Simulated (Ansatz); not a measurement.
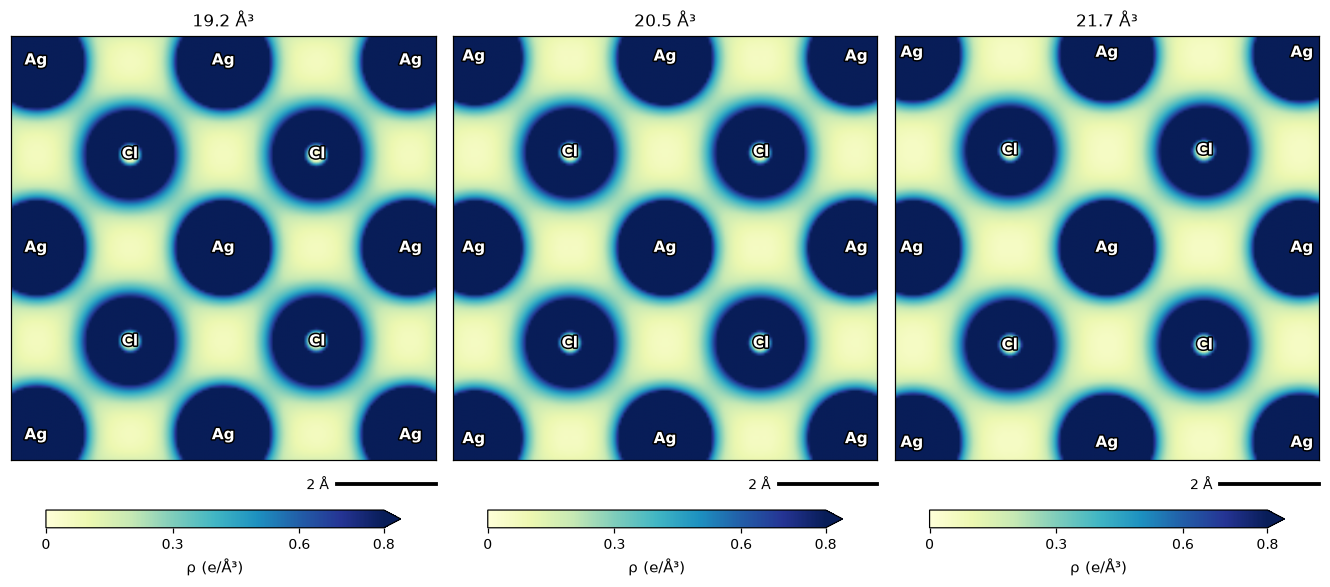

AgCl. The valence charge density (pseudo) of cells scaled evenly to different volumes (given per atom above each panel), on the (011) plane of each (indices in the axes of the cell below), at one length scale and on one colour scale.

Computed with Kohn-Sham DFT of a periodic cell, LDA, Ansatz PAW (Ansatz 0.2.0).

Core electrons are frozen (PAW), and the valence fields are smoothed inside the atomic spheres.

The largest cell:

```cif
data_structure
_symmetry_space_group_name_H-M 'P 1'
_symmetry_Int_Tables_number 1
_cell_length_a 3.9437
_cell_length_b 3.9437
_cell_length_c 3.9437
_cell_angle_alpha 60.000
_cell_angle_beta 60.000
_cell_angle_gamma 60.000
_cell_volume 43.37
loop_
_atom_site_label
_atom_site_type_symbol
_atom_site_fract_x
_atom_site_fract_y
_atom_site_fract_z
_atom_site_occupancy
Ag1 Ag 0.00000 0.00000 0.00000 1
Cl1 Cl 0.50000 0.50000 0.50000 1
```

| volume (Å³/atom) | Ag–Cl contact in the plane (Å) | ρ at its midpoint (e/Å³) | pressure (GPa) | gap on the mesh (eV) | 
| --- | --- | --- | --- | --- |
| 19.23 | 2.679 | 0.280 | −0.2 | 0.63 | 
| 20.46 | 2.735 | 0.251 | −3.8 | 0.61 | 
| 20.87 | 2.753 | ? | ? | ? | 
| 21.69 | 2.789 | 0.226 | −6.2 | 0.62 | 

> Estimate the missing row, and compare with the calculation.

Over the known rows ln ρ falls by 1.95 per Å of Ag–Cl distance (a least-squares line), which gives 0.242 e/Å³ at 2.753 Å; the calculation gives 0.242 e/Å³. For the pressure, a straight line in volume between the neighbouring rows gives −4.6 GPa; the calculation gives −4.7. For the gap on the mesh, a straight line in volume between the neighbouring rows gives 0.61 eV; the calculation gives 0.61.
